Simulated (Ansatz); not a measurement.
**Geometry relaxation, with input and output: Rh (part 2 of 2)**

Continued. System: Rh (slab, 7 atoms in the cell). Method: DFT, PBE, PAW with Ansatz's default frozen-core files, scalar-relativistic, no spin polarisation (Ansatz 0.2.0); cutoff 420 eV, 12×9×1 k-mesh, Fermi–Dirac smearing of 0.1 eV. It belongs to a series of runs on one base structure; here: atoms relaxed, PAW files.

Geometry of the input (Å; fractional positions):
```
2.7096  0.0000  0.0000
0.0000  3.8319  0.0000
0.0000  0.0000  24.1288
Rh 0.0000  0.0000  0.3316
Rh 0.5000  0.5000  0.3877
Rh 0.0000  0.0000  0.4439
Rh 0.5000  0.5000  0.5000
Rh 0.0000  0.0000  0.5561
Rh 0.5000  0.5000  0.6123
Rh 0.0000  0.0000  0.6684
```

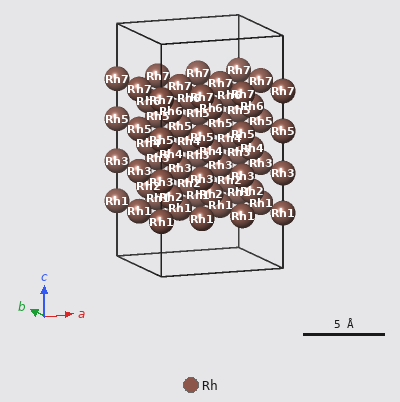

The geometry at step 2 of the log (spheres-only view of the 3 × 2 repeat of the cell, with the vacuum cut short, seen slightly off an axis; atoms are numbered from 1 in the order of the input).

Log, continued
```
SCF iter   1: F=—  HF=-44817.264497 eV  |F-HF|=—  |Δ(HF+E_count)|=         —  Δρ=1.00e-3  dr2=4.46e-3  ethr=8.09e-5  p=-0.000 e·Å  D=-1.51e-8 V/Å  ΔV_dip=0.00 eV  dr2_dipole=1.82e-11  V_vac-E_F(+/−)=4.69/4.69 eV  ⟨swp⟩=2.1  Hψ=4375  notcnv=0  defer=39
efield: sawtooth ramp at fractional position 0.9500 (handed on by an earlier solve), width 0.1000; the density the first Hamiltonian is built on has a dipole p = -0.000 e·Å; the dipole correction subtracts the counter field D = -1.51e-8 V/Å, which shifts the + side's vacuum level by +0.00 eV against the − side's; the planar-averaged density in the ramp window peaks in size at 3.1e-6 e/Å³
preconditioner: auto → LDOS  [metal: Δε(μ)=0.007 eV  Ē_g=5.423 eV  σ=0.100 eV  W_gap=0.02  n_scr=54 (ndim 8)  ℏωp=18.6 eV  f_vac=0.552  D(μ)=12.16/eV (n_scr^D=118)  β→1.0]
SCF iter   2: F=—  HF=-44817.264298 eV  |F-HF|=—  |Δ(HF+E_count)|=   1.98e-4  Δρ=4.05e-4  dr2=4.36e-4  ethr=3.74e-6  p=-0.000 e·Å  D=-6.99e-9 V/Å  ΔV_dip=0.00 eV  dr2_dipole=1.23e-13  V_vac-E_F(+/−)=4.70/4.70 eV  ⟨swp⟩=2.1  Hψ=3632  notcnv=0  defer=39
SCF iter   3: F=—  HF=-44817.264140 eV  |F-HF|=—  |Δ(HF+E_count)|=   1.58e-4  Δρ=2.42e-4  dr2=2.07e-4  ethr=3.66e-7  p=-0.000 e·Å  D=-7.86e-9 V/Å  ΔV_dip=0.00 eV  dr2_dipole=5.03e-12  V_vac-E_F(+/−)=4.70/4.70 eV  ⟨swp⟩=2.8  Hψ=5103  notcnv=0  defer=39
SCF iter   4: F=—  HF=-44817.264114 eV  |F-HF|=—  |Δ(HF+E_count)|=   2.64e-5  Δρ=9.59e-5  dr2=1.47e-5  ethr=1.74e-7  p=-0.000 e·Å  D=-8.36e-9 V/Å  ΔV_dip=0.00 eV  dr2_dipole=2.46e-12  V_vac-E_F(+/−)=4.70/4.70 eV  ⟨swp⟩=2.0  Hψ=3410  notcnv=0  defer=39
SCF iter   5: F=—  HF=-44817.264115 eV  |F-HF|=—  |Δ(HF+E_count)|=   5.58e-7  Δρ=2.84e-5  dr2=3.50e-6  ethr=1.24e-8  p=-0.000 e·Å  D=-8.96e-9 V/Å  ΔV_dip=0.00 eV  dr2_dipole=8.89e-12  V_vac-E_F(+/−)=4.70/4.70 eV  ⟨swp⟩=2.3  Hψ=3907  notcnv=0  defer=39
iter 6 did not close the SCF: its close was put off until two iterations running show no level that it waits for move by more than its bar (scf_convergence_deferred on its scf_iter line)
SCF iter   6: F=-44817.264115 eV  HF=-44817.264115 eV  |F-HF|=1.74e-8  |Δ(HF+E_count)|=   6.28e-7  Δρ=8.17e-6  dr2=2.06e-7  ethr=1.29e-9  p=-0.000 e·Å  D=-5.60e-9 V/Å  ΔV_dip=0.00 eV  dr2_dipole=3.42e-13  V_vac-E_F(+/−)=4.70/4.70 eV  ⟨swp⟩=11.0  Hψ=10744  notcnv=0
SCF iter   7: F=-44817.264115 eV  HF=-44817.264115 eV  |F-HF|=9.14e-8  |Δ(HF+E_count)|=   6.47e-8  Δρ=2.08e-6  dr2=8.45e-9  ethr=1.73e-10  p=-0.000 e·Å  D=-2.13e-9 V/Å  ΔV_dip=0.00 eV  dr2_dipole=3.96e-13  V_vac-E_F(+/−)=4.70/4.70 eV  ⟨swp⟩=3.9  Hψ=8478  notcnv=0
SCF 4 converged in 7 iterations: F = -44817.264115 eV  dr2 = 8.45e-9
relax step   4: F+E_penalty+E_count = -44817.26411531 eV  Δ(F+E_penalty+E_count) = -1.914e-3 eV  max|allowed force component| = 3.942e-2 eV/Å  Δτ_max = 0.0064 Å  (7 SCF iters, dr2 threshold 1.54e-6 eV, accepted)
SCF iter   1: F=—  HF=-44817.264627 eV  |F-HF|=—  |Δ(HF+E_count)|=         —  Δρ=6.10e-4  dr2=5.45e-4  ethr=1.61e-5  p=-0.000 e·Å  D=-2.13e-9 V/Å  ΔV_dip=0.00 eV  dr2_dipole=3.96e-11  V_vac-E_F(+/−)=4.70/4.70 eV  ⟨swp⟩=2.0  Hψ=4619  notcnv=0  defer=34
efield: sawtooth ramp at fractional position 0.9500 (handed on by an earlier solve), width 0.1000; the density the first Hamiltonian is built on has a dipole p = -0.000 e·Å; the dipole correction subtracts the counter field D = -2.13e-9 V/Å, which shifts the + side's vacuum level by +0.00 eV against the − side's; the planar-averaged density in the ramp window peaks in size at 3.1e-6 e/Å³
preconditioner: auto → LDOS  [metal: Δε(μ)=0.003 eV  Ē_g=5.425 eV  σ=0.100 eV  W_gap=0.01  n_scr=54 (ndim 8)  ℏωp=18.6 eV  f_vac=0.552  D(μ)=12.20/eV (n_scr^D=118)  β→1.0]
SCF iter   2: F=—  HF=-44817.264586 eV  |F-HF|=—  |Δ(HF+E_count)|=   4.11e-5  Δρ=3.37e-4  dr2=1.58e-4  ethr=4.58e-7  p=-0.000 e·Å  D=-4.07e-9 V/Å  ΔV_dip=0.00 eV  dr2_dipole=3.58e-12  V_vac-E_F(+/−)=4.70/4.70 eV  ⟨swp⟩=2.2  Hψ=4967  notcnv=0  defer=37
SCF iter   3: F=—  HF=-44817.264568 eV  |F-HF|=—  |Δ(HF+E_count)|=   1.77e-5  Δρ=8.72e-5  dr2=3.75e-5  ethr=1.32e-7  p=-0.000 e·Å  D=-2.62e-9 V/Å  ΔV_dip=0.00 eV  dr2_dipole=2.13e-13  V_vac-E_F(+/−)=4.70/4.70 eV  ⟨swp⟩=2.1  Hψ=4231  notcnv=0  defer=37
SCF iter   4: F=—  HF=-44817.264391 eV  |F-HF|=—  |Δ(HF+E_count)|=   1.77e-4  Δρ=3.59e-5  dr2=4.15e-6  ethr=3.15e-8  p=-0.000 e·Å  D=-6.38e-9 V/Å  ΔV_dip=0.00 eV  dr2_dipole=1.04e-11  V_vac-E_F(+/−)=4.70/4.70 eV  ⟨swp⟩=2.0  Hψ=3611  notcnv=0  defer=37
SCF iter   5: F=—  HF=-44817.264391 eV  |F-HF|=—  |Δ(HF+E_count)|=   1.49e-7  Δρ=1.14e-5  dr2=5.26e-7  ethr=3.49e-9  p=-0.000 e·Å  D=-5.62e-9 V/Å  ΔV_dip=0.00 eV  dr2_dipole=4.41e-12  V_vac-E_F(+/−)=4.70/4.70 eV  ⟨swp⟩=2.1  Hψ=3662  notcnv=0  defer=37
SCF iter   6: F=-44817.264392 eV  HF=-44817.264392 eV  |F-HF|=1.57e-7  |Δ(HF+E_count)|=   7.51e-7  Δρ=4.78e-6  dr2=8.04e-8  ethr=8.40e-11  p=-0.000 e·Å  D=-9.73e-9 V/Å  ΔV_dip=0.00 eV  dr2_dipole=8.27e-12  V_vac-E_F(+/−)=4.70/4.70 eV  ⟨swp⟩=10.8  Hψ=10722  notcnv=0
SCF 5 converged in 6 iterations: F = -44817.264392 eV  dr2 = 8.04e-8
relax step   5: F+E_penalty+E_count = -44817.26439179 eV  Δ(F+E_penalty+E_count) = -2.765e-4 eV  max|allowed force component| = 5.849e-3 eV/Å  Δτ_max = 0.0057 Å  (6 SCF iters, accepted)
SCF converged after 6 iterations
Free energy (F): -44817.264392 eV
Harris-Foulkes:  -44817.264392 eV  (|F-HF|=1.57e-7)
Internal energy: -44816.860900 eV  (E = F + TS)
E sigma→0 (E₀):  -44817.062646 eV
Entropy (-TS):   -0.403492 eV (-57.642 meV/atom)
Fermi energy:    5.699615 eV
Dipole field:    D = -0.000003 V/Å  (p = -0.000005 e·Å, saw-weighted, corrected)
Work function:   Φ+ = 4.7016 eV   Φ− = 4.7015 eV
Levels:          The Fermi level and band energies are counted from a zero that moves with the ramp; work functions are not
--- Per-component energies (eV) ---
  E_band       = -2547.607487
  E_kinetic    = 4006.357959
  E_local      = -198535.910618  (includes V_loc(G=0)·N_el)
  E_nonlocal   = 2488.834192
  E_hartree    = 96668.140853
  E_xc         = -1547.440402
  E_vxc        = -1941.803514  (∫ρ·V_xc dr)
  E_paw        = -25110.702221  (= ΣΔE_a)
  E_vpaw       = -1901.351433  (= ΣTr[D̂ρ^β])
  E_aug_tail   = 0.006068  (compensation charges beyond the density's cutoff)
  E_efield     = 0.000000  (sawtooth field / dipole correction)
  E_vefield    = 0.000000  (∫n·V_field dr)
  E_ewald      = 77213.853270
  E_smearing   = -0.403492  (= −TS)
  E_closure    = -0.000000  (closes the sum)
  Σ components = -44817.264392   (vs F -44817.264392, Δ=0.00e0)
--- Forces (eV/Å), atoms counted from 1 ---
  atom   1  Rh     0.00000000     0.00000000     0.00271017
  atom   2  Rh     0.00000000     0.00000000     0.00584864
  atom   3  Rh     0.00000000     0.00000000    -0.00435886
  atom   4  Rh     0.00000000     0.00000000     0.00000002
  atom   5  Rh     0.00000000     0.00000000     0.00435858
  atom   6  Rh     0.00000000     0.00000000    -0.00584933
  atom   7  Rh     0.00000000     0.00000000    -0.00271003
  max |Σ_I F_I| component: 8.25e-7 eV/Å
--- Stress (GPa, compression-positive) ---
       -2.181989       0.000000       0.000000
        0.000000      -1.208143       0.000000
        0.000000       0.000000      -0.026461
  P = ⅓ Tr σ = -1.1389 GPa (-11.389 kbar)
--- Band table (eV; the first three rows and the last of 35) ---
  k-point 0: bands = ["-73.0791", "-73.0382", "-72.9928", "-72.9759", "-72.9551", "-72.4589", "-72.4589", "-41.1926", "-41.1021", "-41.1017", "-40.9752", "-40.9703", "-40.8953", "-40.8225", "-40.7915", "-40.7817", "-40.7744", "-40.7243", "-40.6741", "-40.6451", "-40.6259", "-40.6001", "-40.2879", "-40.2877", "-40.2527", "-40.2527", "-40.2494", "-40.2393", "-1.6642", "-0.5248", "-0.1630", "0.2633", "0.3698", "0.7966", "1.0546", "1.2104", "1.7728", "1.9483", "2.1866", "2.3808", "2.5493", "2.6736", "2.8449", "2.8525", "2.9048", "3.2459", "3.3289", "3.4016", "3.4107", "3.8442", "3.9276", "4.1015", "4.4888", "4.4953", "4.5922", "4.7238", "4.8102", "4.8495", "4.9836", "5.4444", "5.5554", "5.8497", "5.9677", "6.0815", "6.4248", "6.5637", "6.6583", "8.2966", "9.9570", "10.0973", "10.2923", "11.4713"]
  k-point 1: bands = ["-73.0756", "-73.0361", "-72.9925", "-72.9774", "-72.9584", "-72.4594", "-72.4594", "-41.1802", "-41.1362", "-41.1148", "-40.9716", "-40.9315", "-40.9130", "-40.8159", "-40.7958", "-40.7702", "-40.7594", "-40.7229", "-40.6806", "-40.6475", "-40.6312", "-40.6065", "-40.2926", "-40.2907", "-40.2546", "-40.2545", "-40.2443", "-40.2365", "-1.5133", "-0.4417", "-0.0786", "0.3250", "0.4240", "0.6051", "1.0669", "1.1341", "1.5545", "2.1584", "2.3371", "2.3934", "2.5111", "2.7412", "2.9137", "3.0626", "3.1422", "3.2040", "3.2851", "3.4192", "3.4483", "3.5362", "3.8975", "4.2864", "4.3398", "4.5117", "4.5703", "4.6968", "4.7966", "4.9029", "5.2012", "5.4385", "5.4715", "5.8298", "6.0097", "6.0410", "6.4630", "6.5462", "6.5714", "8.2917", "9.2810", "10.1551", "10.4095", "11.3818"]
  k-point 2: bands = ["-73.0655", "-73.0303", "-72.9923", "-72.9820", "-72.9675", "-72.4606", "-72.4606", "-41.1971", "-41.1353", "-41.1352", "-41.0165", "-40.8840", "-40.8758", "-40.8132", "-40.7968", "-40.7586", "-40.7309", "-40.7194", "-40.6843", "-40.6545", "-40.6533", "-40.6248", "-40.2996", "-40.2966", "-40.2592", "-40.2592", "-40.2355", "-40.2304", "-1.0837", "-0.2388", "0.1464", "0.2752", "0.5125", "0.5332", "0.8937", "1.0692", "1.6177", "2.1206", "2.4441", "2.5411", "2.6323", "2.9393", "3.0643", "3.1249", "3.1363", "3.2304", "3.3270", "3.3631", "3.5464", "3.8443", "4.0269", "4.0576", "4.1123", "4.5497", "4.6313", "4.7355", "4.8725", "4.9739", "5.3032", "5.5166", "5.5368", "5.6536", "5.9382", "6.2584", "6.3150", "6.4599", "6.6135", "7.8472", "8.2923", "9.6918", "10.2541", "10.7189"]
  k-point 34: bands = ["-72.9971", "-72.9762", "-72.9724", "-72.9655", "-72.9505", "-72.4284", "-72.4284", "-41.2425", "-41.2264", "-41.1703", "-41.1357", "-41.1104", "-41.0390", "-40.9670", "-40.9280", "-40.8805", "-40.8529", "-40.7976", "-40.7497", "-40.7146", "-40.7096", "-40.6701", "-40.5286", "-40.5285", "-40.2898", "-40.2897", "-40.2227", "-40.2159", "0.0555", "0.2094", "0.7952", "0.9143", "1.0334", "1.2056", "1.3734", "1.7341", "1.9507", "2.0155", "2.0184", "2.4123", "2.4620", "2.5757", "2.7753", "2.7788", "2.8962", "3.1176", "3.1884", "3.5791", "3.6135", "3.9952", "4.1334", "4.6633", "4.7401", "4.8004", "5.2275", "5.5313", "6.1340", "6.1651", "6.1762", "6.2232", "6.2546", "6.3564", "6.5721", "7.5845", "7.7605", "9.7067", "9.9536", "12.0201", "12.3771", "13.5985", "13.6637", "13.8020"]
--- Relaxed structure (5 steps of the walk, 5 accepted, 0 SCFs on fresh bases) ---
  F+E_penalty+E_count = -44817.26439179 eV   max|allowed force component| = 5.849e-3 eV/Å
  atoms:
    - { symbol: Rh, position: [0.0, 0.0, 0.33635218627455016] }
    - { symbol: Rh, position: [0.5, 0.5, 0.386373504822912] }
    - { symbol: Rh, position: [0.0, 0.0, 0.4447619559806408] }
    - { symbol: Rh, position: [0.5, 0.5, 0.4999999996484174] }
    - { symbol: Rh, position: [0.0, 0.0, 0.5552380435613076] }
    - { symbol: Rh, position: [0.5, 0.5, 0.6136264961009927] }
    - { symbol: Rh, position: [0.0, 0.0, 0.6636478136111792] }
```

Trajectory as extended XYZ (Å, eV, eV/Å), 5 frames, from step=1 to step=5
```
7
Lattice="2.7096 0.0000 0.0000 0.0000 3.8319 0.0000 0.0000 0.0000 24.1288" Properties=species:S:1:pos:R:3:forces:R:3 step=1 energy=-44817.13656
Rh    0.0000    0.0000    8.0000    0.0000   0.0000   0.9467
Rh    1.3548    1.9160    9.3548    0.0000   0.0000  -0.5373
Rh    0.0000    0.0000   10.7096    0.0000   0.0000  -0.1738
Rh    1.3548    1.9160   12.0644    0.0000   0.0000   0.0000
Rh    0.0000    0.0000   13.4192    0.0000   0.0000   0.1738
Rh    1.3548    1.9160   14.7740    0.0000   0.0000   0.5373
Rh    0.0000    0.0000   16.1288    0.0000   0.0000  -0.9467
7
Lattice="2.7096 0.0000 0.0000 0.0000 3.8319 0.0000 0.0000 0.0000 24.1288" Properties=species:S:1:pos:R:3:forces:R:3 step=2 energy=-44817.20724
Rh    0.0000    0.0000    8.1947    0.0000   0.0000  -0.7429
Rh    1.3548    1.9160    9.3602    0.0000   0.0000  -0.0241
Rh    0.0000    0.0000   10.7301    0.0000   0.0000   0.4988
Rh    1.3548    1.9160   12.0644    0.0000   0.0000   0.0000
Rh    0.0000    0.0000   13.3987    0.0000   0.0000  -0.4988
Rh    1.3548    1.9160   14.7686    0.0000   0.0000   0.0241
Rh    0.0000    0.0000   15.9341    0.0000   0.0000   0.7429
7
Lattice="2.7096 0.0000 0.0000 0.0000 3.8319 0.0000 0.0000 0.0000 24.1288" Properties=species:S:1:pos:R:3:forces:R:3 step=3 energy=-44817.26220
Rh    0.0000    0.0000    8.1214    0.0000   0.0000  -0.0682
Rh    1.3548    1.9160    9.3336    0.0000   0.0000  -0.0502
Rh    0.0000    0.0000   10.7228    0.0000   0.0000   0.1568
Rh    1.3548    1.9160   12.0644    0.0000   0.0000   0.0000
Rh    0.0000    0.0000   13.4060    0.0000   0.0000  -0.1568
Rh    1.3548    1.9160   14.7952    0.0000   0.0000   0.0502
Rh    0.0000    0.0000   16.0074    0.0000   0.0000   0.0682
7
Lattice="2.7096 0.0000 0.0000 0.0000 3.8319 0.0000 0.0000 0.0000 24.1288" Properties=species:S:1:pos:R:3:forces:R:3 step=4 energy=-44817.26411
Rh    0.0000    0.0000    8.1150    0.0000   0.0000   0.0100
Rh    1.3548    1.9160    9.3284    0.0000   0.0000  -0.0335
Rh    0.0000    0.0000   10.7284    0.0000   0.0000   0.0394
Rh    1.3548    1.9160   12.0644    0.0000   0.0000   0.0000
Rh    0.0000    0.0000   13.4004    0.0000   0.0000  -0.0394
Rh    1.3548    1.9160   14.8004    0.0000   0.0000   0.0335
Rh    0.0000    0.0000   16.0138    0.0000   0.0000  -0.0100
7
Lattice="2.7096 0.0000 0.0000 0.0000 3.8319 0.0000 0.0000 0.0000 24.1288" Properties=species:S:1:pos:R:3:forces:R:3 step=5 energy=-44817.26439
Rh    0.0000    0.0000    8.1158    0.0000   0.0000   0.0027
Rh    1.3548    1.9160    9.3227    0.0000   0.0000   0.0058
Rh    0.0000    0.0000   10.7316    0.0000   0.0000  -0.0044
Rh    1.3548    1.9160   12.0644    0.0000   0.0000   0.0000
Rh    0.0000    0.0000   13.3972    0.0000   0.0000   0.0044
Rh    1.3548    1.9160   14.8061    0.0000   0.0000  -0.0058
Rh    0.0000    0.0000   16.0130    0.0000   0.0000  -0.0027
```

Summary

- outcome: converged
- electrons treated: 119
- free energy: −44817.2644 eV
- Fermi energy: 5.700 eV
- final volume: 250.53 Å³
- largest force (length of the vector) at the end: 0.006 eV/Å
- hardware: 3 threads of Intel Xeon @ 2.90GHz (Ice Lake), 12 GiB of memory available, shared host
- wall time: 74 s (CPU time 3.6 min)
- peak memory: 0.9 GiB

Warnings of the run: the SCF threshold is looser than advised for the printed stress.
